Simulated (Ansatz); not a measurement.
Input

```
crystal:
  lattice:
    - [3.1830776061, 0.0, 0.0]
    - [-1.591538803, 2.7566260691, 0.0]
    - [0.0, 0.0, 24.0964019376]
  atoms:
    - { symbol: Hf, position: [0.3333333333, 0.6666666667, 0.3131334156] }
    - { symbol: "N", position: [0.6666666667, 0.3333333333, 0.3658142508] }
    - { symbol: Hf, position: [0.0, 0.0, 0.4179694069] }
    - { symbol: "N", position: [0.3333333333, 0.6666666667, 0.4739234407] }
    - { symbol: Hf, position: [0.6666666667, 0.3333333333, 0.5281280505] }
    - { symbol: "N", position: [0.0, 0.0, 0.5775490237] }
    - { symbol: Hf, position: [0.3333333333, 0.6666666667, 0.6453713392] }
    - { symbol: "N", position: [0.6666666667, 0.3333333333, 0.6781110727] }
basis:
  ecutwfc: 420
kpoints:
  mp_grid: { grid: [12, 12, 1] }
  band_path:
    path:
      - [0.5, 0, 0]
      - [0, 0, 0]
      - [0.3333333333333, 0.3333333333333, 0]
      - [0.5, 0, 0]
    npoints: 12
hamiltonian:
  xc: pbesol
scf:
  occupations: { method: gaussian, width: 0.1 }
  n_extra_bands: 22
output:
  forces: true
  eigenvalues: true
  populations: true
  fatbands: true
  write_density: true
  write_potential: true
  elf: true
  volumetric_format: npy
efield:
  axis: 3
  dipole_correction: true
  ramp_width: 0.04
```

Command:

```sh
ansatz run input.yaml --threads 2 --pin off --max-ram 5120MiB --backend cpu --events-out ev --progress --plain --runs-dir out
```

Built by placing these elements on a known structure type.

Theory: Ansatz 0.2.0, DFT PBEsol, scalar-relativistic, plane waves, PAW.

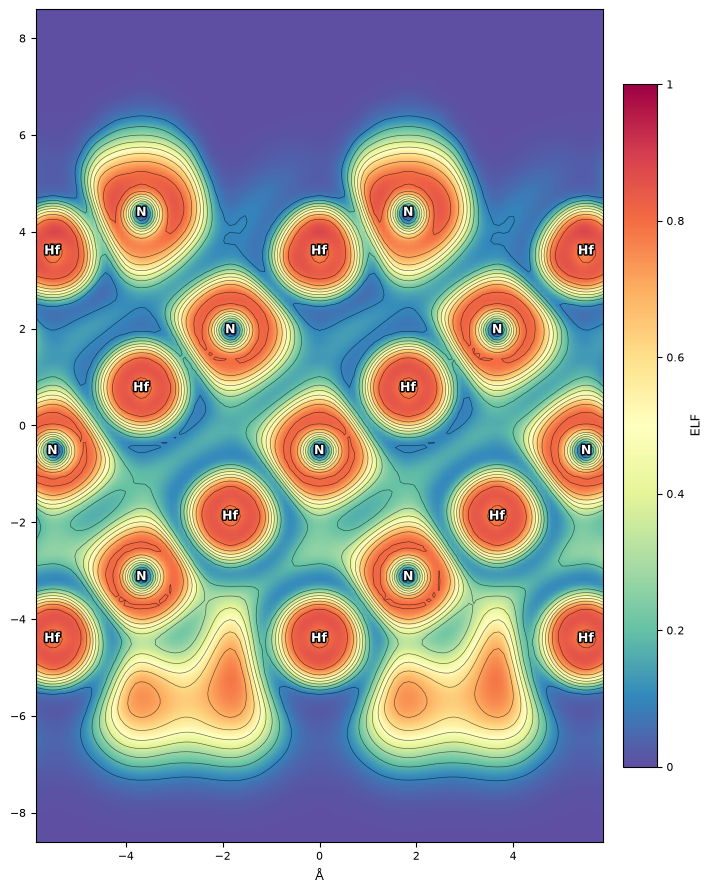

HfN (slab). ELF on the (110) plane of the calculation cell, a cut from vacuum to vacuum.

In a PAW calculation such maps are meaningful between the atoms, not at the nuclei.

**What do the fields say about this system?**

The plane passes through Hf and N nuclei.
Hf–N (2.00 Å): the ELF peaks at about 0.80 in the valence shell of N, 0.6 Å from its nucleus, and drops to about 0.25 between the two atoms; no localised pair shows between them.
Hf–Hf (3.12 Å): the ELF is about 0.15 at the midpoint; no shared electron pair shows on this line.
Hf–N (2.19 Å): the ELF peaks at about 0.80 in the valence shell of N, 0.7 Å from its nucleus, and drops to about 0.20 between the two atoms; no shared electron pair shows on this line.
Hf–N (2.23 Å): the ELF peaks at about 0.80 in the valence shell of N, 0.6 Å from its nucleus, and drops to about 0.15 between the two atoms (no shared electron pair shows on this line).
Hf–N (2.28 Å): the ELF peaks at about 0.80 in the valence shell of N, 0.7 Å from its nucleus, and is about 0.15 at the midpoint; no shared electron pair shows on this line.
The features right at Hf lie inside the PAW spheres, where the map follows smoothed inner orbitals and isn't to be read closely.

**Metal or insulator at this level of theory?**

It is metallic or semimetallic at this level of theory: no gap opens.
